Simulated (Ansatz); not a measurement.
# Mo(100) / 1 layer V(100) / Mo(100): resistance against film thickness

How does the resistance across the layers grow with the film in Mo(100) / 1 layer V(100) / Mo(100)?

Program: Ansatz 0.2.0. Level of theory: Ansatz plane-wave DFT, PBE, PAW files; ballistic transport by layer matching (Landauer), zero bias; PAW set soft_1. Results are calculated unless marked as measured.

## 1. Starting point

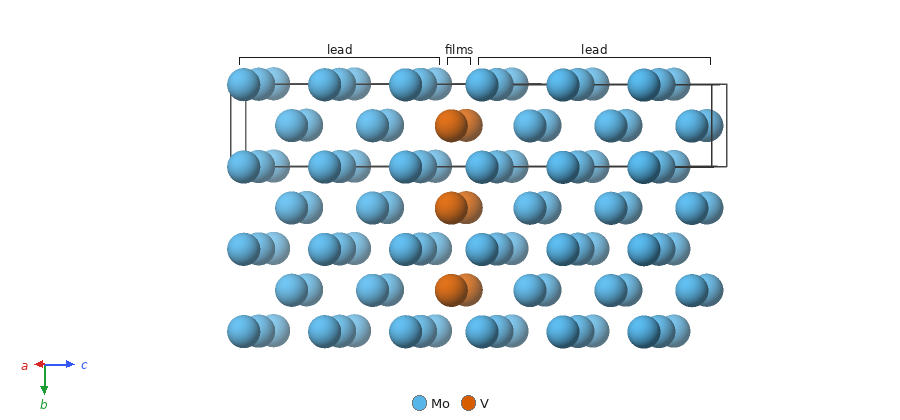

The starting structure, seen from the side, with the c axis across the page (molybdenum blue, vanadium orange). 2×3×1 cells are drawn. Some periodic images of atoms are drawn too.

The cell holds 12 atoms: 11 Mo and 1 V. Cell: a = 3.147 Å, b = 3.147 Å, c = 18.707 Å, α = 90.0°, β = 90.0°, γ = 90.0°. It derives from Mo and V. Regions: lead, 11 atoms (11 Mo); films, 1 atom (1 V). The structure is stacked along c, and the current runs across the ab planes.

## 2. With 1 layer

The film is laid into the lead at the lead's in-plane lattice, and the cell closes on the lead's own image. The mesh across the current, 24×24, is finer than the density's, because channels open and close sharply across the zone. Energies from -1 to 1 eV in steps of 0.036 eV cover the slope of the Fermi function at 300 K, so the program can form a conductance.

input.yaml

```yaml
crystal:
  lattice:
    - [3.147, 0.0, 0.0]
    - [0.0, 3.147, 0.0]
    - [0.0, 0.0, 18.7073891108]
  atoms:
    - { symbol: Mo, position: [0.0, 0.0, 0.0420555747] }
    - { symbol: Mo, position: [0.5, 0.5, 0.1261667241] }
    - { symbol: Mo, position: [0.0, 0.0, 0.2102778734] }
    - { symbol: Mo, position: [0.5, 0.5, 0.2943890228] }
    - { symbol: Mo, position: [0.0, 0.0, 0.3785001722] }
    - { symbol: V, position: [0.5, 0.5, 0.4579444253] }
    - { symbol: Mo, position: [0.0, 0.0, 0.5373886784] }
    - { symbol: Mo, position: [0.5, 0.5, 0.6214998278] }
    - { symbol: Mo, position: [0.0, 0.0, 0.7056109772] }
    - { symbol: Mo, position: [0.5, 0.5, 0.7897221266] }
    - { symbol: Mo, position: [0.0, 0.0, 0.8738332759] }
    - { symbol: Mo, position: [0.5, 0.5, 0.9579444253] }
kpoints:
  mp_grid: { grid: [12, 12, 2] }
hamiltonian:
  xc: pbe
  pseudopotentials: { kind: paw, azcp: { folder: soft_1 } }
scf:
  occupations: { method: fermi_dirac, width: 0.1 }
output:
  transmission: { leads: [[0, 1]], kmesh: [24, 24], e_range: [-1.0, 1.0], de: 0.036 }
  write_potential: true
  write_density: true
  volumetric_format: npy
  elf: true
```

The run is started by

```bash
$ ansatz run input.yaml --threads 4 --pin off --max-ram 8192MiB --backend cpu --events-out ev --progress --plain --runs-dir out
```

Numbers of over 12 decimals in the logs are rounded to 6 here.

What it wrote:

```text
Engine: ansatz 0.2.0, x86_64-unknown-linux-gnu
Pseudopotentials: kind: paw
Pseudopotential: Mo, paw, valence charge 14, recommended cutoff 420 eV (normal), soft_1/Mo.paw.azcp
Pseudopotential: V, paw, valence charge 13, recommended cutoff 420 eV (normal), soft_1/V.paw.azcp
Functional definition: PBE
  parameter kappa = 0.804
  parameter beta = 0.066725
  exchange = pbe_x(kappa = kappa, mu = beta*pi^2/3)
  correlation = pbe_c(beta = beta)
Crystal: 12 atoms, lattice volume = 185.271 Å³
Basis set: ecut = 420 eV, 3639 PW (Γ)
Bands: 101, of which v1, the nominal top of the filled ones, is band 84 counted from 1 (83 counted from 0)
Symmetry: 16 space group operations
Space group: P4/mmm (ITA 123), of the structure as read, at distance tolerance 5.7e-5 Å
k-points: 56 of 288
Non-local potential: Mo, projectors of the file, l = 0: 3, l = 1: 2, l = 2: 2, l = 3: 1
Non-local potential: V, projectors of the file, l = 0: 3, l = 1: 2, l = 2: 3, l = 3: 1
PAW form: soft (Blöchl's): semilocal exchange-correlation on the pseudo side does not see the compensation charge
PAW one-centre angular grid: Mo, 590 points (default); XC on 64 Gauss nodes
PAW one-centre angular grid: V, 590 points (default); XC on 64 Gauss nodes
Initial density: superposition of atomic densities (chi_scale 0.1, normalization cell, long waves of neutral atoms (reshape's long-wave potential 3.11 eV rms, cloud 3.07 Å wide))
Initial wavefunctions: pseudopotential atomic-orbital guess
Functional: x = pbe(κ = 0.804, μ = 0.219515), c = pbe(β = 0.066725)
SCF iter   1: F=—  HF=-57453.042694 eV  |F-HF|=—  |Δ(HF+E_count)|=         —  Δρ=2.74e-1  dr2=7.53e2  ethr=3.10e-3  ⟨swp⟩=4.4  Hψ=17410  notcnv=0  defer=1
preconditioner: auto → Kerker (q_TF=auto, 2.681 Å⁻¹)  [metal: Δε(μ)=0.004 eV  Ē_g=4.669 eV  σ=0.100 eV  W_gap=0.01  n_scr=58 (ndim 8)  ℏωp=23.0 eV  f_vac=0.000  D(μ)=9.61/eV (n_scr^D=98)]
SCF iter   2: F=—  HF=-57433.935518 eV  |F-HF|=—  |Δ(HF+E_count)|=    1.91e1  Δρ=7.84e-2  dr2=4.37e1  ethr=3.10e-3  ⟨swp⟩=3.6  Hψ=12957  notcnv=0  defer=81
SCF iter   3: F=—  HF=-57430.436577 eV  |F-HF|=—  |Δ(HF+E_count)|=    3.50e0  Δρ=3.98e-2  dr2=1.76e1  ethr=3.10e-3  ⟨swp⟩=2.7  Hψ=11606  notcnv=0
SCF iter   4: F=—  HF=-57429.562676 eV  |F-HF|=—  |Δ(HF+E_count)|=   8.74e-1  Δρ=6.77e-3  dr2=1.30e0  ethr=3.10e-3  ⟨swp⟩=3.2  Hψ=13515  notcnv=0
SCF iter   5: F=—  HF=-57429.520078 eV  |F-HF|=—  |Δ(HF+E_count)|=   4.26e-2  Δρ=1.73e-3  dr2=1.39e-1  ethr=7.80e-4  ⟨swp⟩=2.8  Hψ=6960  notcnv=0
SCF iter   6: F=—  HF=-57429.517528 eV  |F-HF|=—  |Δ(HF+E_count)|=   2.55e-3  Δρ=8.52e-4  dr2=8.19e-3  ethr=8.34e-5  ⟨swp⟩=1.2  Hψ=6016  notcnv=0
SCF iter   7: F=—  HF=-57429.517427 eV  |F-HF|=—  |Δ(HF+E_count)|=   1.01e-4  Δρ=1.68e-4  dr2=3.91e-4  ethr=4.91e-6  ⟨swp⟩=1.1  Hψ=5795  notcnv=0
SCF iter   8: F=—  HF=-57429.517411 eV  |F-HF|=—  |Δ(HF+E_count)|=   1.52e-5  Δρ=6.33e-5  dr2=2.58e-5  ethr=2.34e-7  ⟨swp⟩=1.5  Hψ=5749  notcnv=0
SCF iter   9: F=—  HF=-57429.517349 eV  |F-HF|=—  |Δ(HF+E_count)|=   6.21e-5  Δρ=1.21e-5  dr2=1.03e-6  ethr=1.54e-8  ⟨swp⟩=2.0  Hψ=6031  notcnv=0
SCF iter  10: F=-57429.517349 eV  HF=-57429.517349 eV  |F-HF|=3.60e-8  |Δ(HF+E_count)|=   7.81e-8  Δρ=2.41e-6  dr2=3.97e-8  ethr=5.99e-11  ⟨swp⟩=6.6  Hψ=16172  notcnv=0
SCF 1 converged in 10 iterations: F = -57429.517349 eV  dr2 = 3.97e-8
  greatest PAW one-centre occupation: 1.000 electrons in one spin orbital (limit 2), on the V atom at site 5 (counted from 0), in its partial waves of l = 0
transmission: 346 of 3458 steps passed
transmission: 692 of 3458 steps passed
[...]
transmission: 3458 of 3458 steps passed
SCF converged after 10 iterations
Free energy (F): -57429.517349 eV
Harris-Foulkes:  -57429.517349 eV  (|F-HF|=3.60e-8)
Internal energy: -57429.305900 eV  (E = F + TS)
E sigma→0 (E₀):  -57429.411625 eV
Entropy (-TS):   -0.211449 eV (-17.621 meV/atom)
Fermi energy:    20.723350 eV
--- Per-component energies (eV) ---
  E_band       = -746.376519
  E_kinetic    = 4942.173699
  E_local      = -9453.907004  (includes V_loc(G=0)·N_el)
  E_nonlocal   = 1709.293419
  E_hartree    = 3295.082961
  E_xc         = -2055.946892
  E_vxc        = -2565.560188  (∫ρ·V_xc dr)
  E_paw        = -36454.692032  (= ΣΔE_a)
  E_vpaw       = -1968.542556  (= ΣTr[D̂ρ^β])
  E_aug_tail   = 0.001534  (compensation charges beyond the density's cutoff)
  E_ewald      = -19411.311585
  E_smearing   = -0.211449  (= −TS)
  E_closure    = -0.000000  (closes the sum)
  Σ components = -57429.517349   (vs F -57429.517349, Δ=0.00e0)
--- Band table (eV; the first three rows and the last of 56) ---
  k-point 0: bands = [... 80 lower, 20.0478, 20.1754, 20.1754, 20.1969, 20.4847, 20.4847, 20.5243, 20.5633, ... 13 higher]
  k-point 1: bands = [... 80 lower, 20.0500, 20.1578, 20.2298, 20.2298, 20.7421, 20.7421, 20.8852, 20.8852, ... 13 higher]
  k-point 2: bands = [... 80 lower, 20.1258, 20.2920, 20.4173, 20.4280, 20.6331, 20.7047, 20.9549, 21.0121, ... 13 higher]
  k-point 55: bands = [... 80 lower, 21.8859, 21.8859, 21.9579, 21.9579, 22.3925, 22.4721, 22.4775, 22.4778, ... 13 higher]
--- Transmission ---
  basis      : 89 plane waves across, 38 finite elements along
  points     : 91, standing for a mesh of 24 x 24
  filling    : by the input's occupations and mesh, since the crystals that have channels conduct as metals do. If one of these is a semiconductor, that mesh has misplaced its level
  energies   : 56 from -1.000000 to 0.980000 eV about the Fermi level, 0.036000 eV apart; the leads are filled to 0.000000 eV, and channels, transmission and decay are at 0.008000 eV
  crystal 0  : Mo1, at the sites [0, 1], period 1.5735 Å, over 17.31 Å; its Hamiltonian steps by up to 1.6 meV
    offset         : up to 0.0000 Å between an atom of the period and one for which it stands
    filled         : 20.6 meV under the level at which it is neutral
    channels       : 1.635417e0 a spin
    conductance    : 1.2870e15 S/m² at 300 K; may be off by some 0.0 % by where its bands' edges are placed, 6.5 % from the k-mesh, 0.9 % from the distance to neutral
    slowest decay  : 0.0502 /Å at (0.3333, 0.1250)
  junction   : crystal 0 to crystal 0, -0.70 to 16.44 Å
    transmission   : 1.239985e0 a spin
    conductance    : 9.8192e14 S/m² at 300 K (9.5744e14 on every other point, 9.8046e14 on every other energy)
    error estimate : 0.1 % from the energy spacing and 0.0 % from band edges of the leads and from resonances (wavevectors taken as independent; lower de), 5.6 % from the k-mesh, 0.4 % from the steps of its leads' Hamiltonians or their offsets (lay more layers), 0.8 % from the distance to neutral
    resistance     : 2.4138e-4 Ω µm² beyond half of each lead's own
```

Run time: 2.3 min. Hardware: 4 threads of Intel Xeon Platinum 8559C (Emerald Rapids), shared host; peak memory 1.2 GiB.

This run has no spin polarisation, although V can carry a moment.

Numbers from this step:

| Item | Value |
| --- | --- |
| free energy | -57429.5173 eV |
| energy at zero smearing | -57429.4116 eV |
| Fermi energy | 20.72 eV |
| cell area | 9.904 Å² |
| step of the lead's potential | 1.6 meV |
| ballistic conductance of the lead | 1.29e15 S/m² |
| estimated errors of the lead's conductance | 0, 6.5, 0.9 % (band edges, k-mesh, distance from neutral) |
| lead conductance per cell | 1.645 G₀ |
| conductance of the junction | 9.82e14 S/m² |
| junction conductance per cell | 1.255 G₀ |
| estimated errors of the junction's conductance | 0.1, 0, 5.6, 0.4, 0.8 % (energy step, band edges, k-mesh, leads' steps, distance from neutral) |
| area resistance that the stack adds (contact term taken off, spin by spin) | 0.2414 fΩ m² |

Per spin. Table of transmission, zone mean by energy, zero at the Fermi level:

| energy (eV) | transmission, zone mean |
| --- | --- |
| -1.000 | 1.35 |
| -0.892 | 1.34 |
| -0.784 | 1.31 |
| -0.712 | 1.28 |
| -0.604 | 1.27 |
| -0.496 | 1.22 |
| -0.388 | 1.22 |
| -0.316 | 1.21 |
| -0.208 | 1.19 |
| -0.100 | 1.21 |
| 0.008 | 1.24 |
| 0.116 | 1.31 |
| 0.188 | 1.33 |
| 0.296 | 1.39 |
| 0.404 | 1.58 |
| 0.512 | 1.74 |
| 0.584 | 1.83 |
| 0.692 | 1.93 |
| 0.800 | 2.06 |
| 0.908 | 2.18 |

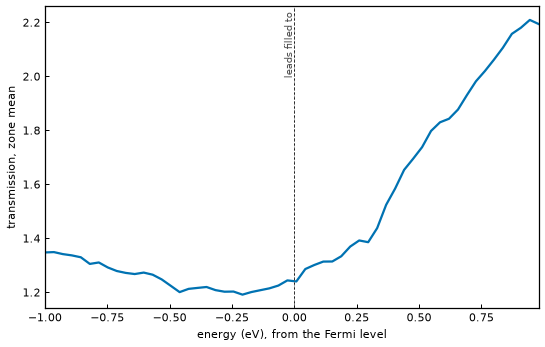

Transmission, zone mean, plotted against energy.

Per spin. The open channels, zone mean, lead by energy, zero at the Fermi level:

| energy (eV) | open channels, zone mean, lead |
| --- | --- |
| -1.000 | 1.78 |
| -0.784 | 1.65 |
| -0.604 | 1.58 |
| -0.388 | 1.57 |
| -0.208 | 1.52 |
| 0.008 | 1.64 |
| 0.188 | 1.84 |
| 0.404 | 2.18 |
| 0.584 | 2.51 |
| 0.800 | 2.60 |

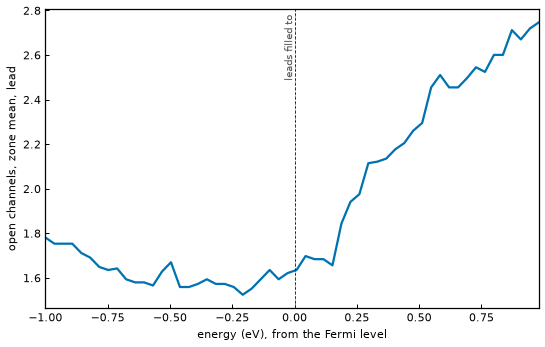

Open channels, zone mean, lead, plotted against energy.

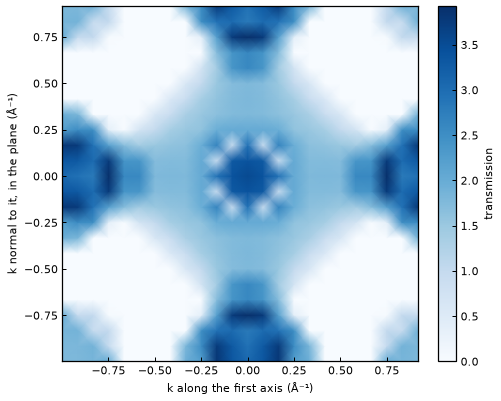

Transmission over k1 and k2. At 0.0080 eV from the Fermi level.

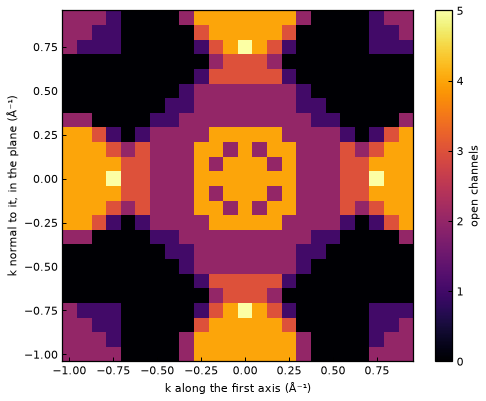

Open channels over k1 and k2. At 0.0080 eV from the Fermi level.

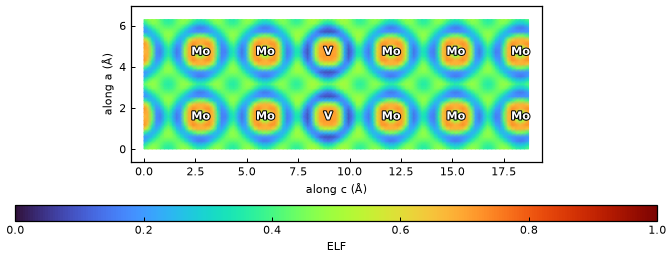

ELF in the ca plane at fractional y = 0.500, with atoms of Mo and V within 0.2 Å of it. It is the smooth field of the valence electrons, not physical close to the nuclei.

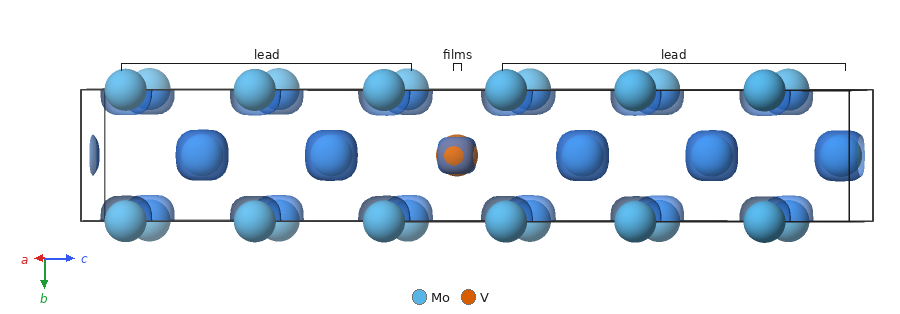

Surface of ELF = 0.66.

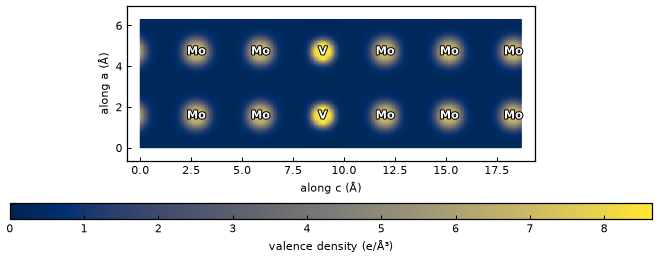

Valence density in the ca plane at fractional y = 0.500, with atoms of Mo and V within 0.2 Å of it. It is the smooth field of the valence electrons, not physical close to the nuclei.

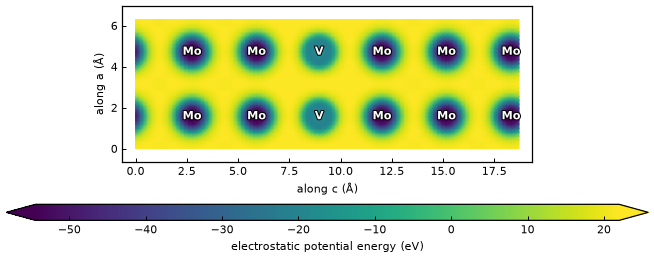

Electrostatic potential energy in the ca plane at fractional y = 0.500, with atoms of Mo and V within 0.2 Å of it. With pseudopotentials it is smooth inside the atoms' cores, unlike the true potential.

The lead's potential steps by 1.6 meV from period to period, small in itself. The program estimates the junction's conductance to 5.6 % from the k-mesh, 0.8 % from the leads' distance from neutral and 0.4 % from their steps.

By hand: 1/G − 1/G_lead = 1/0.9819 − 1/1.287 = 0.241 fΩ m² with G in 10¹⁵ S/m².

## 3. With 3 layers, film layers 3

The stack now holds 3 film layers; the k-mesh follows the cell, and the energies span -0.27 to 0.27 eV.

System of this step: Mo(100) / 3 layers V(100) / Mo(100). The cell holds 14 atoms: 11 Mo and 3 V. Cell: a = 3.147 Å, b = 3.147 Å, c = 21.505 Å, α = 90.0°, β = 90.0°, γ = 90.0°. It derives from Mo and V. Regions: lead, 11 atoms (11 Mo); films, 3 atoms (3 V). The structure is stacked along c, and the current runs across the ab planes.

input.yaml

```yaml
crystal:
  lattice:
    - [3.147, 0.0, 0.0]
    - [0.0, 3.147, 0.0]
    - [0.0, 0.0, 21.5051673325]
  atoms:
    - { symbol: Mo, position: [0.0, 0.0, 0.0365842306] }
    - { symbol: Mo, position: [0.5, 0.5, 0.1097526917] }
    - { symbol: Mo, position: [0.0, 0.0, 0.1829211528] }
    - { symbol: Mo, position: [0.5, 0.5, 0.2560896139] }
    - { symbol: Mo, position: [0.0, 0.0, 0.3292580751] }
    - { symbol: V, position: [0.5, 0.5, 0.3983667936] }
    - { symbol: V, position: [0.0, 0.0, 0.4634157694] }
    - { symbol: V, position: [0.5, 0.5, 0.5284647453] }
    - { symbol: Mo, position: [0.0, 0.0, 0.5975734638] }
    - { symbol: Mo, position: [0.5, 0.5, 0.6707419249] }
    - { symbol: Mo, position: [0.0, 0.0, 0.7439103861] }
    - { symbol: Mo, position: [0.5, 0.5, 0.8170788472] }
    - { symbol: Mo, position: [0.0, 0.0, 0.8902473083] }
    - { symbol: Mo, position: [0.5, 0.5, 0.9634157694] }
kpoints:
  mp_grid: { grid: [12, 12, 2] }
hamiltonian:
  xc: pbe
  pseudopotentials: { kind: paw, azcp: { folder: soft_1 } }
scf:
  occupations: { method: fermi_dirac, width: 0.1 }
output:
  transmission:
    leads: [[0, 1]]
    kmesh: [24, 24]
    e_range: [-0.27, 0.27]
    de: 0.036
  write_potential: true
  write_density: true
  volumetric_format: npy
```

What it wrote:

```text
[...]
Crystal: 14 atoms, lattice volume = 212.979 Å³
Basis set: ecut = 420 eV, 4207 PW (Γ)
Bands: 116, of which v1, the nominal top of the filled ones, is band 97 counted from 1 (96 counted from 0)
Symmetry: 16 space group operations
[...]
k-points: 56 of 288
[...]
--- Transmission ---
  basis      : 89 plane waves across, 40 finite elements along
  points     : 91, standing for a mesh of 24 x 24
[...]
filled         : 17.1 meV under the level at which it is neutral
    channels       : 1.656250e0 a spin
[...]
slowest decay  : 0.0314 /Å at (0.3750, 0.3750)
  junction   : crystal 0 to crystal 0, -0.70 to 19.23 Å
    transmission   : 9.340592e-1 a spin
[...]
resistance     : 5.9042e-4 Ω µm² beyond half of each lead's own
[key lines of the parts left out:]
SCF converged after 12 iterations
Free energy (F): -63254.336726 eV
Fermi energy:    20.097932 eV
```

It took 82 s on 4 threads; peak memory 1.4 GiB.

This step gave:

```
free energy                                                                : -63254.3367 eV
energy at zero smearing                                                    : -63254.1719 eV
Fermi energy                                                               : 20.10 eV
step of the lead's potential                                               : 3.3 meV
estimated errors of the lead's conductance                                 : 0, 6.5, 0.7 % (band edges, k-mesh, distance from neutral)
lead conductance per cell                                                  : 1.647 G₀
conductance of the junction                                                : 7.32e14 S/m²
junction conductance per cell                                              : 0.9355 G₀
estimated errors of the junction's conductance                             : 0.2, 0, 7.2, 1.2, 0.3 % (energy step, band edges, k-mesh, leads' steps, distance from neutral)
area resistance that the stack adds (contact term taken off, spin by spin) : 0.5904 fΩ m²
```

Per spin. Transmission, zone mean against energy, zero at the Fermi level:

| energy (eV) | transmission, zone mean |
| --- | --- |
| -0.270 | 0.917 |
| -0.234 | 0.920 |
| -0.198 | 0.915 |
| -0.162 | 0.921 |
| -0.126 | 0.931 |
| -0.090 | 0.925 |
| -0.054 | 0.937 |
| -0.018 | 0.926 |
| 0.018 | 0.934 |
| 0.054 | 0.948 |
| 0.090 | 0.973 |
| 0.126 | 0.954 |
| 0.162 | 0.930 |
| 0.198 | 0.916 |
| 0.234 | 0.905 |
| 0.270 | 0.878 |

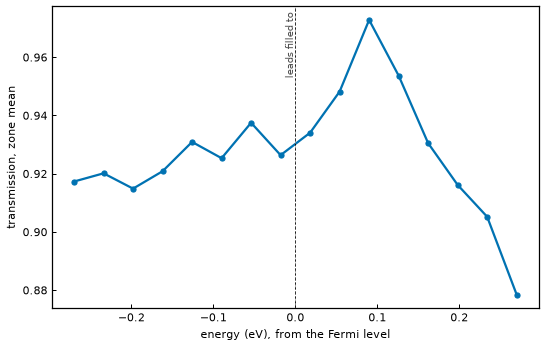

Transmission, zone mean, plotted against energy.

The conductance of the junction is 7.3e14 S/m², 25 % under the 9.8e14 S/m² of the last finished run.

(Part 1 of 2 ends here.)

[Logs are printed without paths, hosts, clocks, repeated set-up lines and the standing remarks that a program may print on its own settings, such as how far it seeks lower states.]

[Hosts, paths, dates, database ids (printed as entryN), source tags and the programs' standing remarks are cut or masked in the printed files.]
